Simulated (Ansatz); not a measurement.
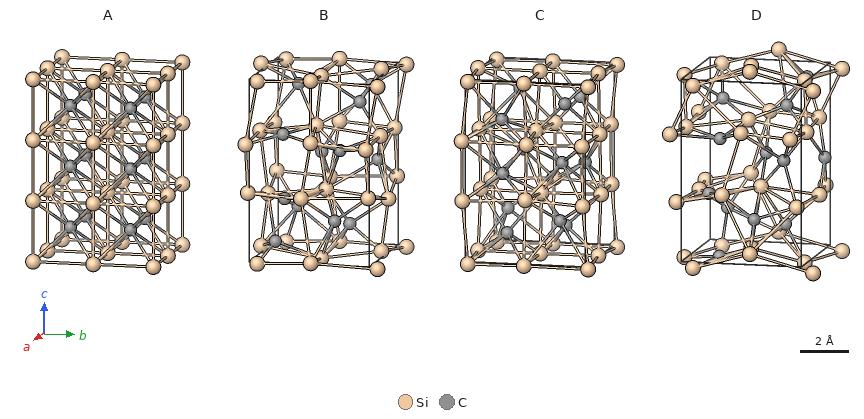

Molecular dynamics of a 24-atom cell of SiC (built on the CsCl type), 90 fs long. 4 frames in shuffled order; frame A is the first. Style: ball-and-stick. Shown: the simulation cell, slightly off an axis. Atoms are followed out of the cell. Bonds to atoms that aren't drawn are left out.

Level of theory: DFT, PBE, plane waves, PAW (Ansatz 0.2.0). Run with plane-wave cutoff 420 eV; k-point mesh 4 × 4 × 2; Fermi-Dirac smearing 0.039 eV; constant energy (NVE); velocities drawn for 450 K; time step 3 fs.

> Put the frames in order of time.

A, C, B, D, at 0 fs, 27 fs, 51 fs, 90 fs; the root-mean-square distance from the start grows as 0.00, 0.39, 0.80, 1.14 Å. Root-mean-square distances from the starting positions over the second half, with the common drift of all atoms taken out: C 1.25 Å, Si 0.60 Å. The potential energy sinks well below that of the force-free first frame, so the starting arrangement isn't stable at these settings: the atoms shift into a lower-energy one. Bond changes: one C–C bond forms at about 54 fs; 2 Si–Si bonds form between 63 fs and 78 fs; 7 C–Si bonds form between 66 fs and 90 fs; 5 C–Si bonds break between 69 fs and 87 fs; one Si–Si bond breaks at about 84 fs.

Limits of the set-up: the k-point mesh is coarse for a cell with partly filled bands.

Cost: 110 s on 4 threads of AMD EPYC 9R14 (Zen 4), on a shared host, peak memory 0.89 GiB.
